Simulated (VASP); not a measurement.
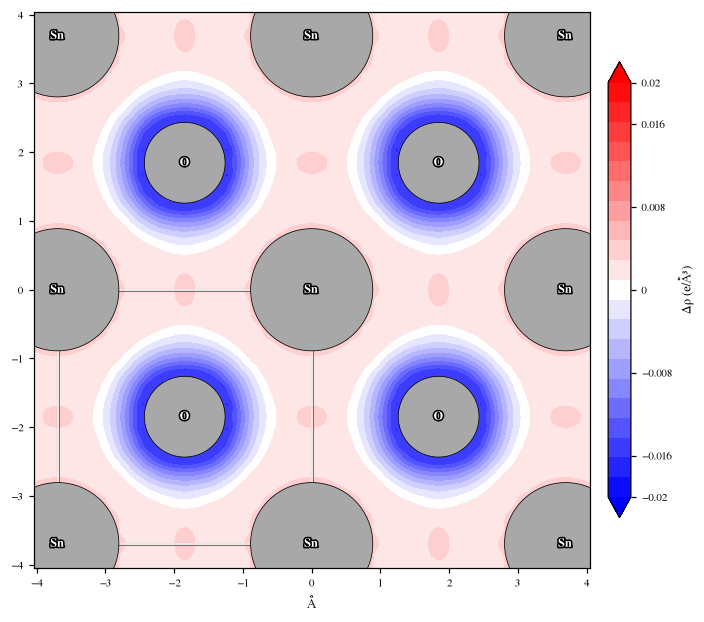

SnO. Difference of the valence pseudo-densities of two functionals at the same geometry, on the (110) plane of the calculation cell: one of PBE and r2SCAN less the other.

Space group I4/mmm; a generated structure, not necessarily the stable one.

Both computed with VASP (plane waves, PAW), on the same k-point mesh. Grey discs cover the atomic cores.

```yaml
crystal:
  lattice:
    - [0.00000, 2.61131, 2.46989]
    - [2.61131, 0.00000, 2.46989]
    - [2.61131, 2.61131, 0.00000]
  atoms:
    - { symbol: Sn, position: [0.00000, 0.00000, 0.00000] }
    - { symbol: O, position: [0.50000, 0.50000, 0.50000] }
```

Q: Which was subtracted from which, and what does the map show?

A: It is PBE less r2SCAN. Against r2SCAN, PBE gives less density around O (−0.014 e/Å³ on average at 0.7 Å from the nucleus).
